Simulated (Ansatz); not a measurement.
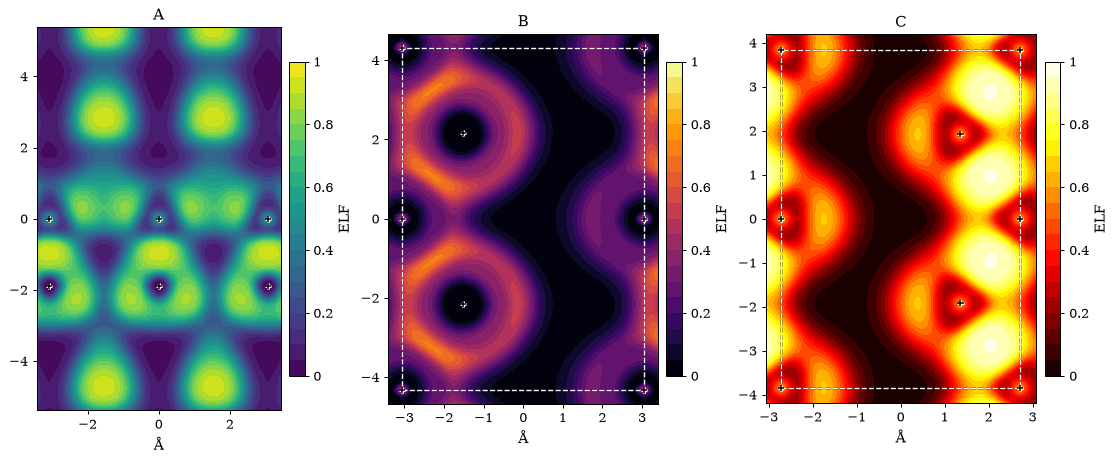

The ELF of 3 systems, each on a plane through atoms (crosses mark nuclei in the plane).

These are results of Ansatz 0.2.0, DFT PBEsol, scalar-relativistic, plane waves, PAW, not measurements.

System 1: Si, the (110) plane of the conventional cell. Space group Fd-3m; a generated structure, not necessarily the stable one.

System 2: GaSb, the (101) plane of the conventional cell. Space group F-43m; a generated structure, not necessarily the stable one.

```
CELL_PARAMETERS angstrom
6.11123 0.00000 0.00000
0.00000 0.00000 -6.11123
0.00000 6.11123 0.00000
ATOMIC_POSITIONS crystal
Ga 0.50000 0.50000 0.00000
Ga 0.00000 0.50000 0.50000
Ga 0.00000 0.00000 0.00000
Ga 0.50000 0.00000 0.50000
Sb 0.25000 0.75000 0.25000
Sb 0.75000 0.75000 0.75000
Sb 0.75000 0.25000 0.25000
Sb 0.25000 0.25000 0.75000
```

System 3: SiC, the (100) plane of the conventional cell. Space group P6₃mc; a structure from a database of computed crystals, not necessarily the ambient phase.

```
CELL_PARAMETERS angstrom
3.07804 0.00000 0.00000
-1.53902 2.66566 0.00000
0.00000 0.00000 10.07570
ATOMIC_POSITIONS crystal
Si 0.66667 0.33333 0.93783
Si 0.33333 0.66667 0.43783
Si 0.00000 0.00000 0.68790
Si 0.00000 0.00000 0.18790
C 0.66667 0.33333 0.74982
C 0.33333 0.66667 0.24982
C 0.00000 0.00000 0.50045
C 0.00000 0.00000 0.00045
```

> Which map belongs to which system?

Panel A is system 3, SiC: the plane holds Si and C. Si–C (1.89 Å): the ELF peaks at about 0.95 between the atoms, as expected for localised, covalent bonding. Panel B is system 2, GaSb: the plane holds Ga and Sb. Ga–Sb (2.65 Å): the ELF peaks at about 0.70 between the atoms. Panel C is system 1, Si: the plane holds Si. Si–Si (2.35 Å): the ELF peaks at about 0.95 between the atoms: a shared electron pair.
